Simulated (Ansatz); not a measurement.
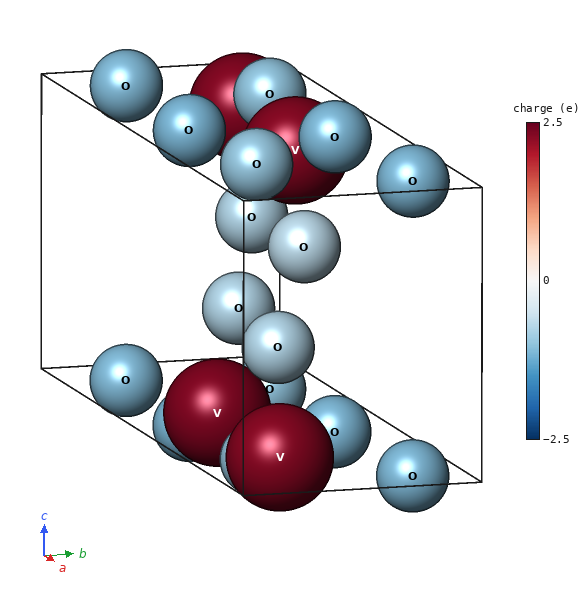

A spheres-only rendering, viewed slightly off an axis. The outline marks the simulation cell. The atoms of this V$_{2}$O$_{5}$ cell are coloured by their Bader charge.

Run with DFT, PAW plane waves, r2SCAN in Ansatz and these settings: an energy cutoff of 500 eV, a 2×5×4 sampling of the Brillouin zone, Fermi-Dirac smearing of 0.1 eV, no spin polarisation.

> Which way does the charge move?

Most positive: V; most negative: O. Charges: about V +2.3 e; O -1.1 to -0.7 e.

What is drawn is a known structure type with the cell strained and the atoms shaken on purpose; it hasn't been relaxed. It went into a calculation with Ansatz.

At this level of theory the cell isn't at rest (stretched, at -9 GPa and forces up to 7.4 eV/Å), so its distances can differ from those at equilibrium, the more so the softer the solid.
